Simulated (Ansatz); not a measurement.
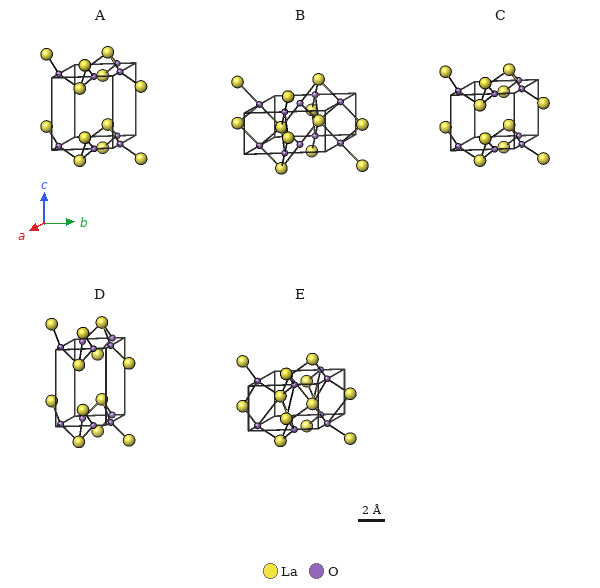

5 geometries from one relaxation of solid La2O3 (built on the La2O3-type type) (coarse preliminary run), in shuffled order. The picture is a ball-and-stick view of the cell of the calculation, seen slightly off an axis.

Method: DFT PBE, scalar-relativistic, plane waves, PAW in Ansatz 0.2.0. Set-up: plane-wave cutoff 420 eV; k-point mesh 6 × 6 × 4; occupations gaussian; smearing width 0.05 eV; no spin polarisation; cell and atoms relaxed; force threshold 0.03 eV/Å; at most 60 steps.

### Put them in the order of the run, from the start to the converged end.

D, A, C, E, B. They are steps 0, 5, 11, 20, 32, at +2728 meV per atom, +1188 meV per atom, +1137 meV per atom, +483 meV per atom relative to the last. The energy falls by 2728 meV per atom in 27 accepted moves (32 points after the start). The largest force component goes from 7.7 to 0.0031 eV/Å. The pressure goes from 39.56 to 0.06 GPa. The line search rejected the trial steps at points 10, 26 of the run. The SCF was repeated 3 times at an unchanged geometry on a basis and grid sized afresh for the cell, which shifted the energy by 349 meV per atom at most. The largest moves relative to the cell, 1.59 Å, are those of O atoms. By element the largest moves are O 1.59 Å, La 0.82 Å. The volume changes by +39.6 %, with a = b 3.943 → 6.366 Å (+61.4 %), c 6.140 → 3.289 Å (−46.4 %). Near-neighbour distances that change, for instance: O–O 1.707 → 5.513 Å, La–La 6.140 → 3.289 Å, La–O 4.845 → 2.467 Å, La–O 2.150 → 2.465 Å. New bonds form: La–O (4.85 → 2.47 Å). Among the angles between lasting bonds that change: La–O–La 125.4° → 180.0°, O–La–O 74.7° → 80.4°. The space group (tolerance 0.01 Å) goes from P321 (No. 150) to P6/mmm (No. 191). Cost: 54 s on 4 threads of Intel(R) Xeon(R) CPU @ 2.80GHz (Skylake/Cascade Lake), with other jobs on the host, peak memory 0.49 GiB.

Limits of the set-up: layers or molecules are held without a dispersion correction, so their spacing is unreliable.
